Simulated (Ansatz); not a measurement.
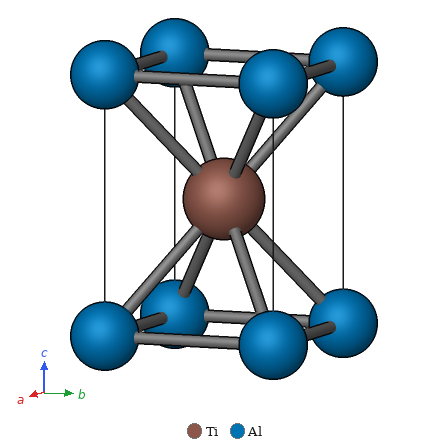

System: TiAl, space group P4/mmm (No. 123). The picture shows the cell.

Structure:
```yaml
crystal:
  lattice:
    - [2.79464, 0.00000, 0.00000]
    - [0.00000, 2.79464, 0.00000]
    - [0.00000, 0.00000, 4.04114]
  atoms:
    - { symbol: Ti, position: [0.50000, 0.50000, 0.50000] }
    - { symbol: Al, position: [0.00000, 0.00000, 0.00000] }
```

Calculation (Ansatz 0.2.0): energy, stress and cell of a relaxed crystal along a series of strains, atoms and what the cell freedom names relaxed within the symmetry; stress is positive in compression; plane waves with PAW datasets, Γ-centred k mesh; energies extrapolated to zero smearing. Level: PBEsol, no spin polarisation.

```csv
setting,value
wave cutoff,420 eV
k mesh,16×16×10
occupations,Gaussian
smearing width,0.1 eV
strain kind,stretch along c with a and b held
cell freedom,"cell held, only c stretched"
```

The stress yy equals the stress xx.

What does the calculation give for the energy change, stress zz, c/a and stress xx against strain? The strain takes the values −4.5, −3.0, −1.5, 0.0, 1.5, 3.0, 4.5 %.

The energy rises on both sides of the starting structure, which is therefore a minimum along this path. The energy change is 16.87 meV/atom at strain −4.5 % and 17.83 meV/atom at 4.5 %; the lowest computed point is at strain 0.0 % (0.00 meV/atom), in a single well. The stress zz falls from 7.94 GPa at strain −4.5 % to −7.72 GPa at 4.5 %, and changes sign near −0.1 %. The c/a rises from 1.3810 at strain −4.5 % to 1.5111 at 4.5 %.

| strain (%) | energy change (meV/atom) | stress zz (GPa) | c/a | stress xx (GPa) |
| --- | --- | --- | --- | --- |
| −4.5 | 16.87 | 7.94 | 1.3810 | 4.85 |
| −3.0 | 7.23 | 5.19 | 1.4026 | 3.08 |
| −1.5 | 1.60 | 2.52 | 1.4243 | 1.47 |
| 0.0 | 0.00 | −0.22 | 1.4460 | 0.05 |
| 1.5 | 2.33 | −2.79 | 1.4677 | −1.27 |
| 3.0 | 8.22 | −5.25 | 1.4894 | −2.46 |
| 4.5 | 17.83 | −7.72 | 1.5111 | −3.47 |

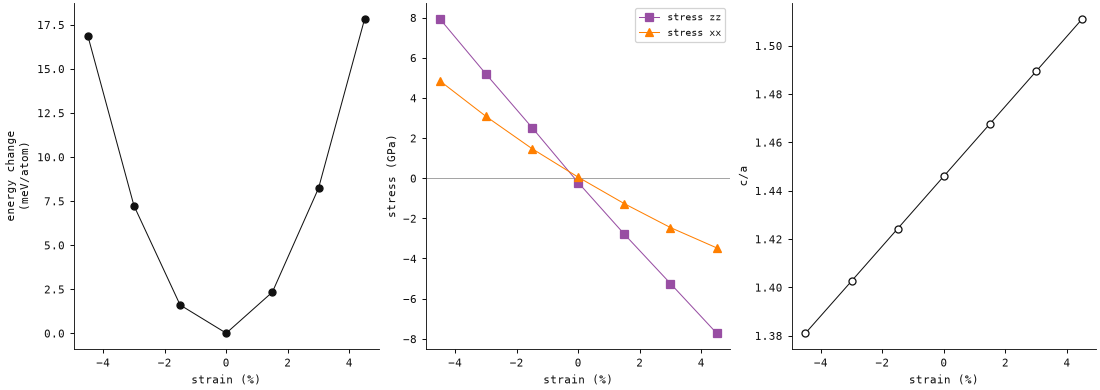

Limits of the calculation: given cell holds a small stress on this mesh.
